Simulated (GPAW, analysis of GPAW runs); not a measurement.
## Reproducing a measured hyperfine coupling: N2V- centre in diamond (GPAW)

Subject: N2V- centre in diamond. Wanted: its hyperfine coupling, in one set-up (PBEsol, plane waves 500 eV, 64-site cell, PBEsol lattice, k: the zone centre alone then 2x2x2 shifted). The model is a cell of 64 host atoms with 1 site emptied, N put on another atom's site and N put on another atom's site. The isotropic coupling follows from the spin density at the nucleus, the nuclear g-factor and the total spin. A local or semilocal functional is the cheapest first rung.

What was measured. 15N, isotropic: 4.02 MHz, by EPR (“Electron paramagnetic resonance of the N2V− defect in 15N-doped synthetic diamond”, 2015, B. L. Green et al.). 13C, the two neighbours of the vacancy, isotropic: 240.7 MHz, by EPR (“Electron paramagnetic resonance of the N2V− defect in 15N-doped synthetic diamond”, 2015, B. L. Green et al.). The runs below try to reproduce this.

Program: GPAW 26.7.0. Level of theory: GPAW plane-wave PAW DFT, PBEsol; relaxation of all atoms of a defect supercell. Results are calculated unless marked as measured.

## Step 1: The structure

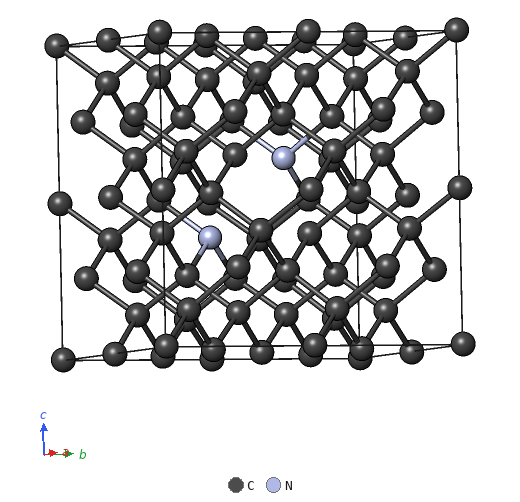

The starting structure, seen slightly off an axis (carbon dark grey, nitrogen light blue). Bonds to atoms that aren't drawn are left out. Some periodic images of atoms are drawn too.

The cell holds 63 atoms: 61 C and 2 N. Cell: a = 7.108 Å, b = 7.108 Å, c = 7.108 Å, α = 90.0°, β = 90.0°, γ = 90.0°. It derives from C (space group Fd-3m). Nearest the centre at fractional (0.375, 0.375, 0.375): C41 at 1.52 Å, C48 at 1.54 Å, N26 at 1.55 Å, N4 at 1.55 Å, C45 at 2.49 Å, C36 at 2.50 Å, C52 at 2.51 Å, C30 at 2.51 Å. The cell carries charge −1.

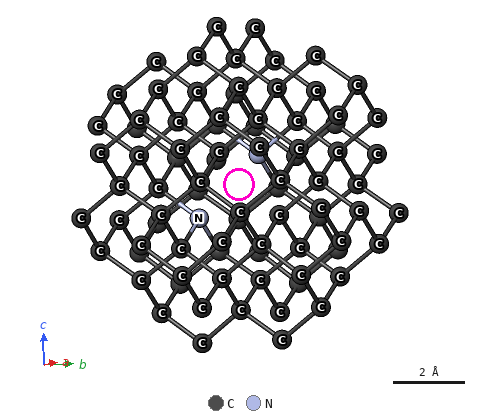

The atoms within 5 Å of the centre. A ring marks the centre wherever it is empty.

The host's primitive cell comes from a first run (GPAW plane-wave PAW DFT, PBEsol; relaxation of cell and atoms of a defect-free cell): vectors of 2.513, 2.513 and 2.513 Å. That is 5.61 Å³ an atom, 1.0 % under the diffraction cell's volume. The supercell is built on it.

## Step 2: Relaxation, charge −1

Every later number rests on the structure around the defect, so the atoms are relaxed at the host's lattice first.

File run.py:

```python
import numpy as np
from ase.io import read, write
from ase.parallel import parprint, world
from gpaw import GPAW, PW
from gpaw import setup_paths
from ase.optimize import BFGS

setup_paths.insert(0, '.')
atoms = read('POSCAR')
magmoms = np.zeros(len(atoms))
magmoms[[25, 3, 40, 47]] = 1 / 4
atoms.set_initial_magnetic_moments(magmoms)
calc = GPAW(mode=PW(500),
            xc='PBEsol',
            kpts={'size': (1, 1, 1), 'gamma': True},
            charge=-1,
            occupations={'name': 'fermi-dirac', 'width': 0.01, 'fixmagmom': True},
            nbands=136,
            convergence={'density': 1e-05, 'forces': 0.001},
            maxiter=150,
            symmetry='off',
            txt='gpaw.txt')
atoms.calc = calc
opt = BFGS(atoms, trajectory='relax.traj', logfile='-')
done = opt.run(fmax=0.02, steps=80)
parprint('Converged:', done)
energy = atoms.get_potential_energy()
forces = atoms.get_forces()
parprint(f'Energy: {energy:.6f} eV, largest force {np.linalg.norm(forces, axis=1).max():.4f} eV/A')
calc.write('gs.gpw')
write('final.xyz', atoms)
parprint('Moments:', atoms.get_magnetic_moments().round(3))
for s in range(calc.get_number_of_spins()):
    parprint('Levels (eV), spin', s, calc.get_eigenvalues(kpt=0, spin=s)[-16:].round(3))
```

File POSCAR:

```
C  N  C  N  C 
 1.0000000000000000
     7.1084376133740488   -0.0000000000000004   -0.0000000000000000
     0.0000000000000018    7.1084376133740541   -0.0000000000000000
    -0.0000000000000018   -0.0000000000000004    7.1084376133740514
 C   N   C   N   C  
   3   1  21   1  37
Direct
 -0.0004898312262395 -0.0003706216832900  0.2527456894552343
  0.0014313927125574  0.2497042952915758 -0.0024041177678036
  0.2502633339484893 -0.0005138553496623  0.0027536726342873
  0.2509111941370385  0.2489056269191527  0.2475734422158233
  0.1248456404572002  0.1231005202629659  0.3729301566491323
  0.1240910692012146  0.3754075276785422  0.1223686754246148
  0.3751124149254080  0.1259316908859769  0.1223475633575412
  0.0013649043620373  0.0009685631136662  0.7522616420306987
 -0.0020831122091080  0.2482038842907290  0.4994077808598819
  0.2521594143578795  0.0005951757664585  0.4982974131831975
  0.2527332580815477  0.2499627091507282  0.7506663436873079
  0.1275980364095947  0.1249163118459701  0.8760767151731456
  0.1223767855858539  0.3755682735806538  0.6241562496637255
  0.3751668597992834  0.1227275978149788  0.6266505916815538
  0.3741623227877959  0.3725199960404071  0.8760314947710010
  0.0007155640754609  0.5003563311077220  0.2526976100663226
  0.0013648167510927  0.7483549745498430 -0.0018295562055718
  0.2525170104757797  0.4997487314962308  0.0012319198569316
  0.2497630736991562  0.7527565734595830  0.2505111489598467
  0.1243843701288092  0.6265033114501913  0.3727027930025863
  0.1266865455474498  0.8727482019839043  0.1249671915758132
  0.3762176250002667  0.6258755976641768  0.1226194905783256
  0.3758005783536997  0.8734434154938943  0.3727972239683345
  0.0007189706426165  0.4985811325155389  0.7523207762003666
  0.0004502808082074  0.7479433265734137  0.5018663999533657
  0.2496940347569460  0.5027207735134201  0.4993520165765895
  0.2527327561928673  0.7496675808031769  0.7505810728729255
  0.1247558094733147  0.6234645112404790  0.8773449421035955
  0.1229234807539405  0.8737285814088713  0.6235901548544081
  0.3775752008295263  0.6240366985939751  0.6255970775554245
  0.3747850881729076  0.8773199564594250  0.8734227482466171
  0.5009423161198374  0.0007725166241241  0.2525360129765614
  0.5010582931255808  0.2514739639947229 -0.0021502448380651
  0.7510542986955658 -0.0014534552111736 -0.0021661098871507
  0.7484064332535411  0.2477839891852279  0.2493173926900123
  0.6223347637202569  0.1259013862473528  0.3749888942690511
  0.6258728897225303  0.3774076716288401  0.1261650298344787
  0.8749696150184029  0.1244102505892228  0.1277508876374922
  0.8767766952992389  0.3750449964113055  0.3728188452478393
  0.4978246398333389  0.0014688349009493  0.7510131334122453
  0.4987739873684384  0.2525263708197746  0.5001744979690509
  0.7490949485886093  0.0013070505726946  0.5023213370288806
  0.7488682611416795  0.2522612725921086  0.7487663384017152
  0.6250089605499179  0.1221952310737572  0.8752220242996200
  0.6225971744376990  0.3742451383325197  0.6237459208904232
  0.8764228079390771  0.1243008658114704  0.6226755787536918
  0.8755018469705946  0.3773467060646451  0.8764687524432628
  0.5006062407577447  0.4980340893691898  0.2480806829234604
  0.5017936384574508  0.7483512479709001  0.0014073321536431
  0.7513564251026115  0.4982191387205646 -0.0017043337312172
  0.7488265734562373  0.7483229003063422  0.2519304183613583
  0.6261834298581561  0.6224798431232700  0.3754054740457925
  0.6231513588520798  0.8729287034848403  0.1254564638161159
  0.8761827334824365  0.6268398538481097  0.1267698004036451
  0.8776297551182777  0.8758301005440061  0.3744419385384827
  0.5014774450874582  0.4989656430012755  0.7521594829438633
  0.4975418041561698  0.7501893950699482  0.4986444508379541
  0.7525559311061371  0.4988395666367144  0.4998083835134278
  0.7506723723713278  0.7516399255752595  0.7521851001559401
  0.6232070588693254  0.6228324158216567  0.8750551622598233
  0.6277198709097039  0.8747824152463528  0.6256863461239860
  0.8768566583169467  0.6233748356914036  0.6263519506297618
  0.8752531607065809  0.8769318280623514  0.8770297939121241
```

Started as:

```
gpaw-setup -f PBEsol C N
OMP_NUM_THREADS=1 mpirun -n 4 gpaw python run.py > stdout
```

The program printed:

```text
__  _  _
 | _ |_)|_||  |
 |__||  | ||/\| - 26.7.0

Input parameters:
  mode=PW(ecut=500.0),
  charge=-1,
  convergence={'density': 1e-05, 'forces': 0.001},
  kpts=MonkhorstPack(size=(1, 1, 1), gamma=True),
  maxiter=150,
  nbands=136,
  occupations=Occupations(name='fermi-dirac', width=0.01, fixmagmom=True),
  symmetry=Symmetry(point_group=False, time_reversal=False),
  xc=XC(name='PBEsol')

Diagonalizing LCAO Hamiltonian
Converting LCAO to pw mode

                 C        C
            C  C    C  C
         C   C C  C   C C
          C  C  C C  C   C
       C  CC    CC C      C
            C C      CCC
        C      C C     CC
         CCC C    C C C
          C N   C  C C   C
       C   C  C C   C C
        C     C  C     C
           C        C

Atoms  # Å, Bohr magnetons
|    | symbol |         x |         y |         z |    initial magnetic moments |
|----|--------|-----------|-----------|-----------|-----------------------------|
|  0 |      C | -0.003482 | -0.002635 |  1.796627 | ( 0.0000,  0.0000,  0.0000) |
|  1 |      C |  0.010175 |  1.775007 | -0.017090 | ( 0.0000,  0.0000,  0.0000) |
|  2 |      C |  1.778981 | -0.003653 |  0.019574 | ( 0.0000,  0.0000,  0.0000) |
|  3 |      N |  1.783587 |  1.769330 |  1.759860 | ( 0.0000,  0.0000,  0.2500) |
|  4 |      C |  0.887457 |  0.875052 |  2.650951 | ( 0.0000,  0.0000,  0.0000) |
|  5 |      C |  0.882094 |  2.668561 |  0.869850 | ( 0.0000,  0.0000,  0.0000) |
|  6 |      C |  2.666463 |  0.895178 |  0.869700 | ( 0.0000,  0.0000,  0.0000) |
|  7 |      C |  0.009702 |  0.006885 |  5.347405 | ( 0.0000,  0.0000,  0.0000) |
|  8 |      C | -0.014808 |  1.764342 |  3.550009 | ( 0.0000,  0.0000,  0.0000) |
|  9 |      C |  1.792459 |  0.004231 |  3.542116 | ( 0.0000,  0.0000,  0.0000) |
| 10 |      C |  1.796539 |  1.776844 |  5.336065 | ( 0.0000,  0.0000,  0.0000) |
[...]
| 25 |      N |  1.774934 |  3.573559 |  3.549613 | ( 0.0000,  0.0000,  0.2500) |
[...]
Unit cell  # Å
| periodic |         x |         y |         z |  lengths |    angles |
|----------|-----------|-----------|-----------|----------|-----------|
|      yes |  7.108438 | -0.000000 | -0.000000 | 7.108438 | 90.000000 |
|      yes |  0.000000 |  7.108438 | -0.000000 | 7.108438 | 90.000000 |
|      yes | -0.000000 | -0.000000 |  7.108438 | 7.108438 | 90.000000 |

Number of symmetries: 1
Symmetry operations  # r_c * U_cc + t_c -> r_c
|   | kind |            matrix            |
|---|------|------------------------------|
| 0 |  E   |  1, 0, 0,  0, 1, 0,  0, 0, 1 |

BZ-sampling:
  Number of BZ points: 1
  Number of IBZ points: 1

  Monkhorst-Pack size: [1, 1, 1]
  Monkhorst-Pack shift: [0, 0, 0]

K-points  # in reciprocal-cell coordinates
|   |                                coordinates |     weight |
|---|--------------------------------------------|------------|
| 0 | (  0.00000000,   0.00000000,   0.00000000) | 1.00000000 |

Plane wave coefficients: 4523
Cutoff: 500.0 eV

Spin-components: 2 (collinear spins)
Bands:           136
Projectors:      315
Spin-degeneracy: 1
Datatype:        float64

Density:
  Valence electrons: 254.0
  Components: 2
  Grid points: [40 40 40]
  Charge: -1.0  # |e|

Potential:
  Grid points: [40 40 40]

species:
  C:
    name:    Carbon
    Z:       6.0
    valence: 4
    core:    2
    charge:  0.0  # [|e|]
    compensation charges:
      type: gauss
      rc: 0.20  # [Å]
      lmax: 2
    cutoffs:
      filter: 1.14  # [Å]
      core: 1.14  # [Å]
    projectors
    | kind |    occ | energy [eV] | rcut [Å] |
    |------|--------|-------------|----------|
    |   2s |  2.000 |     -13.648 |    0.635 |
    |   2p |  2.000 |      -5.232 |    0.635 |
    |    s |        |      13.563 |    0.635 |
    |    p |        |      21.979 |    0.635 |
    |    d |        |       0.000 |    0.635 |

    Using partial waves for C as LCAO basis

  N:
    name:    Nitrogen
    Z:       7.0
    valence: 5
    core:    2
    charge:  0.0  # [|e|]
    compensation charges:
      type: gauss
      rc: 0.18  # [Å]
      lmax: 2
    cutoffs:
      filter: 1.11  # [Å]
      core: 0.96  # [Å]
    projectors
    | kind |    occ | energy [eV] | rcut [Å] |
    |------|--------|-------------|----------|
    |   2s |  2.000 |     -18.455 |    0.603 |
    |   2p |  3.000 |      -7.035 |    0.529 |
    |    s |        |       8.756 |    0.603 |
    |    p |        |      20.177 |    0.529 |
    |    d |        |       0.000 |    0.577 |

    Using partial waves for N as LCAO basis

Reference energy: -65352.620060  # eV

eigensolver:
  PPCG
  Converge bands: occupied
  niter=2

density mixing:
  MSR1-Mixer
  Pratt-step length: 0.05
  Maximum mixing coefficient: 0.75
  Old densities: 10
  SVD Regularization: 0.005
  Good broyden scale: 1.0
  Trust region scale: 1.0
  Backstep threshold: 4.0
  History deletion threshold: 6.0
  Fourier metric: weight=20.0, sigma=0.015

occupation numbers:
  Fixed magnetic moment: 1.000
  Fermi-Dirac:
    width: 0.0100  # eV

poisson solver:
  ecut: 4000.0  # eV
  uniform background charge: -1.0  # electrons

xc functional:
  name: PBEsol with 2 nearest neighbor stencil

Initialization done in: 14.294 s

convergence criteria:
[...]
|iter:   1| | -578.280842c| -4.86 |       |      |  +0.9999|
[...]
|iter:   3| | -578.280653c| -5.61 | -3.70 |      |  +0.9999|
|iter:   4| | -578.280646c| -6.88 | -4.04 |      |  +0.9999|
|iter:   5| | -578.280644c| -7.54c| -4.30 |      |  +1.0000|
|iter:   6| | -578.280644c| -7.82c| -4.74 |      |  +1.0000|
|iter:   7| | -578.280644c| -8.25c| -5.16c|-1.52 |  +1.0000|
|iter:   8| | -578.280644c| -8.78c| -5.49c|-3.00c|  +1.0000|

Converged in 8 steps
SCF loop duration: 17.362 s (2.170 s/step)
Energy contributions relative to reference atoms: (reference = -65352.620060)

Energy contributions:
  Kinetic:         592.179027
  Coulomb:        -515.772659
  Zero:              0.548471
  External:          0.000000
  Xc:             -655.235483
  Entropy:          -0.000000
  Spinorbit:         0.000000
  ----------------------------
  Free energy:    -578.280644
  Extrapolated:   -578.280644

dipole moment: (-2.488580, 24.703468, -2.875817)  # |e|*Ang

Total magnetic moment: (0.000000, 0.000000, 0.999999)

Local magnetic moments
|        x |        y |         z |
|----------|----------|-----------|
[...]
Fermi levels: 15.528, 14.694
Eigenvalues  # (at kpt = [0.000, 0.000, 0.000])
| band index |      eig [eV] | occ [0-1] |      eig [eV] | occ [0-1] |
|------------|---------------|-----------|---------------|-----------|
[...]
|        ... |               |           |               |           |
[...]
Gap: 1.047 eV
Transition (v -> c):
  (s=1, k=0, n=127, [0.00, 0.00, 0.00]) -> (s=0, k=0, n=128, [0.00, 0.00, 0.00])
No difference between direct/indirect transitions

Forces  # eV/Ang
|        x |        y |        z |
|----------|----------|----------|
[...]
C        C
            C  C     C C
         C   C C  C   C C
          C C   C C  C   C
          CC     C C      C
       C    CNC C    CCC
        C      C C    CCC
         CCC C    C C
          C N   C  C C   C
       C   C  C C  C  C
        C     C  C     C
           C        C

Atoms  # Å, Bohr magnetons
|    | symbol |         x |         y |         z |    initial magnetic moments |
|----|--------|-----------|-----------|-----------|-----------------------------|
[...]
|  3 |      N |  1.695859 |  1.691305 |  1.693251 | ( 0.0000,  0.0000,  0.0013) |
[...]
| 25 |      N |  1.695988 |  3.636937 |  3.638706 | ( 0.0000,  0.0000,  0.0013) |
[...]
| 58 |      C |  5.328615 |  5.328453 |  5.330872 | ( 0.0000,  0.0000,  0.0003) |
| 59 |      C |  4.438903 |  4.439076 |  6.215062 | ( 0.0000,  0.0000, -0.0010) |
| 60 |      C |  4.438808 |  6.212691 |  4.441306 | ( 0.0000,  0.0000, -0.0010) |
| 61 |      C |  6.216521 |  4.442356 |  4.444812 | ( 0.0000,  0.0000, -0.0009) |
| 62 |      C |  6.221191 |  6.218189 |  6.220647 | ( 0.0000,  0.0000,  0.0005) |

Unit cell  # Å
| periodic |         x |         y |         z |  lengths |    angles |
|----------|-----------|-----------|-----------|----------|-----------|
|      yes |  7.108438 | -0.000000 | -0.000000 | 7.108438 | 90.000000 |
|      yes |  0.000000 |  7.108438 | -0.000000 | 7.108438 | 90.000000 |
|      yes | -0.000000 | -0.000000 |  7.108438 | 7.108438 | 90.000000 |

Initialization done in: 1.568 s

convergence criteria:
- Maximum integral of absolute [dens]ity change: 1e-05 electrons / valence electron
- Maximum change in the atomic [forces] across last 2 cycles: 0.001 eV/Ang OR
Maximum error relative to the maximum force is below inf
- Maximum [total energy] change in last 3 cyles: 0.0005 eV / valence electron
- Maximum integral of absolute [eigenst]ate change: 4e-08 eV^2 / valence electron
maximum number of iterations: 150

SCF iterations
|iter     | |      energy | eigst |  dens |force |  magmom |
|---------|-|-------------|-------|-------|------|---------|
|iter:   1| | -578.280949c| -5.20 |       |      |  +0.9997|
|iter:   2| | -578.280934c| -6.92 | -3.84 |      |  +0.9997|
|iter:   3| | -578.280888c| -6.12 | -3.89 |      |  +0.9998|
|iter:   4| | -578.280885c| -7.27 | -4.21 |      |  +0.9999|
|iter:   5| | -578.280884c| -7.85c| -4.50 |      |  +0.9999|
|iter:   6| | -578.280884c| -8.11c| -4.89 |      |  +1.0000|
|iter:   7| | -578.280884c| -8.48c| -5.29c|-1.67 |  +1.0000|
|iter:   8| | -578.280884c| -8.91c| -5.62c|-3.11c|  +1.0000|

Converged in 8 steps
SCF loop duration: 17.647 s (2.206 s/step)
Energy contributions relative to reference atoms: (reference = -65352.620060)

Energy contributions:
  Kinetic:         592.163066
  Coulomb:        -515.758876
  Zero:              0.548472
  External:          0.000000
  Xc:             -655.233546
  Entropy:          -0.000000
  Spinorbit:         0.000000
  ----------------------------
  Free energy:    -578.280884
  Extrapolated:   -578.280884

dipole moment: (-2.498263, 24.684657, -2.883719)  # |e|*Ang

Total magnetic moment: (0.000000, 0.000000, 0.999997)

Local magnetic moments
|        x |        y |         z |
|----------|----------|-----------|
[...]
Fermi levels: 15.528, 14.694
Eigenvalues  # (at kpt = [0.000, 0.000, 0.000])
| band index |      eig [eV] | occ [0-1] |      eig [eV] | occ [0-1] |
|------------|---------------|-----------|---------------|-----------|
[...]
|        ... |               |           |               |           |
[...]
|        131 |        16.236 |     0.000 |        16.243 |     0.000 |
|        132 |        16.323 |     0.000 |        16.337 |     0.000 |
|        133 |        16.346 |     0.000 |        16.385 |     0.000 |
|        134 |        16.548 |     0.000 |        16.560 |     0.000 |
|        135 |        16.653 |     0.000 |        16.665 |     0.000 |

Gap: 1.044 eV
Transition (v -> c):
  (s=1, k=0, n=127, [0.00, 0.00, 0.00]) -> (s=0, k=0, n=128, [0.00, 0.00, 0.00])
No difference between direct/indirect transitions

Forces  # eV/Ang
|        x |        y |        z |
|----------|----------|----------|
[...]
|  0.00605 |  0.00842 |  0.00487 |  # C   58
| -0.00250 |  0.00101 |  0.00010 |  # C   59
|  0.00154 |  0.00186 |  0.00016 |  # C   60
|  0.00154 |  0.00270 | -0.00144 |  # C   61
| -0.00377 |  0.00047 | -0.00244 |  # C   62

# Writing to gs.gpw (mode='')
```

Run time: 4.1 min. Hardware: 4 MPI ranks of Intel Xeon Platinum 8375C at 2.90GHz (Ice Lake), shared host; peak memory 1.5 GiB; 17 min of CPU time.

The steps of the relaxation:

```csv
step,energy less that of the first step (eV)
0,0.0000
1,-1.2299
2,-1.6022
3,-1.7002
4,-1.7304
5,-1.7362
6,-1.7381
7,-1.7386
8,-1.7389
```

The atoms that moved most (Å):

| atom | dx | dy | dz | length |
| --- | --- | --- | --- | --- |
| N4 | -0.088 | -0.078 | -0.067 | 0.135 |
| N26 | -0.079 | 0.063 | 0.089 | 0.135 |
| C41 | 0.097 | -0.075 | 0.055 | 0.134 |
| C48 | 0.084 | 0.068 | -0.041 | 0.116 |
| C20 | 0.013 | -0.019 | 0.059 | 0.063 |
| C14 | 0.017 | 0.042 | -0.039 | 0.060 |
| C22 | 0.010 | -0.036 | 0.046 | 0.059 |
| C6 | 0.015 | -0.046 | 0.026 | 0.055 |

The atoms nearest to the centre after the run:

| atom | distance (Å) |
| --- | --- |
| C48 | 1.653 |
| C41 | 1.655 |
| N26 | 1.682 |
| N4 | 1.684 |
| C22 | 2.472 |
| C14 | 2.475 |
| C20 | 2.502 |
| C6 | 2.503 |
| C13 | 2.503 |
| C52 | 2.504 |
| C5 | 2.504 |
| C37 | 2.505 |
| C45 | 2.505 |
| C30 | 2.505 |
| C36 | 2.505 |
| C7 | 2.507 |

Numbers from this step:

* total moment: 1.0000 μB

First to last step the energy falls by 1.739 eV; the largest move, 0.13 Å, is that of N4 and 2 other atoms alike.

[end of part 1 of 2]

[Logs are printed without paths, hosts, clocks, repeated set-up lines and the standing remarks that a program may print on its own settings, such as how far it seeks lower states.]

[Hosts, paths, dates, database ids (printed as entryN), source tags and the programs' standing remarks are cut or masked in the printed files.]

[For some hosts the program warned that the k-mesh of the response run may be too coarse for force constants and the static dielectric constant; such warnings are not shown here.]
